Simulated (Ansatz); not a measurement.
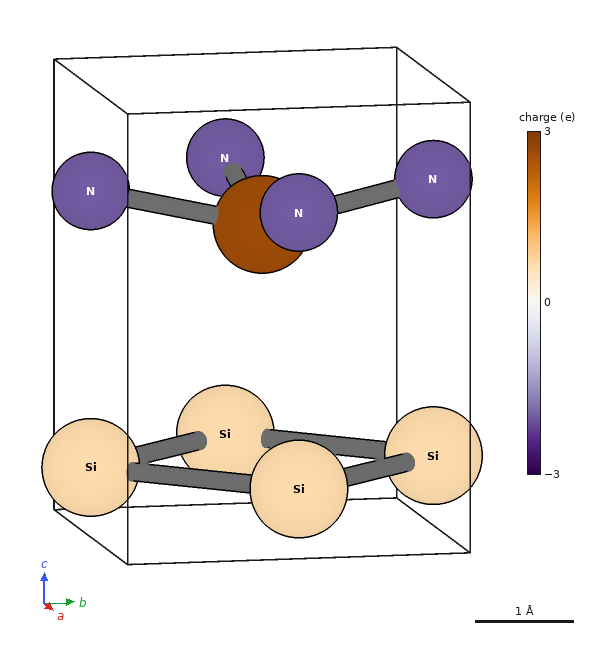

The image is a ball-and-stick drawing of a crystal, viewed slightly off an axis. The edges of the simulation cell are marked. The atoms of this Si₃N₂ cell are coloured by their Bader charge.

Run with DFT PBE, scalar-relativistic, plane waves, PAW (Ansatz 0.2.0) and these settings: an energy cutoff of 420 eV, a 10×10×8 mesh of k-points, Gaussian smearing of 0.1 eV, no spin polarisation.

**Which way does the charge move?**

Most positive: Si; most negative: N. Charges: about Si +0.7 to +2.6 e; N -2.0 e.

Its origin is a random cell made by a generator, so it need not be a real form of the compound. Earlier steps of the study, as a rule a relaxation of our own, may have changed the cell and positions, so they can lie some per cent off the listed ones. It went into a calculation with Ansatz.
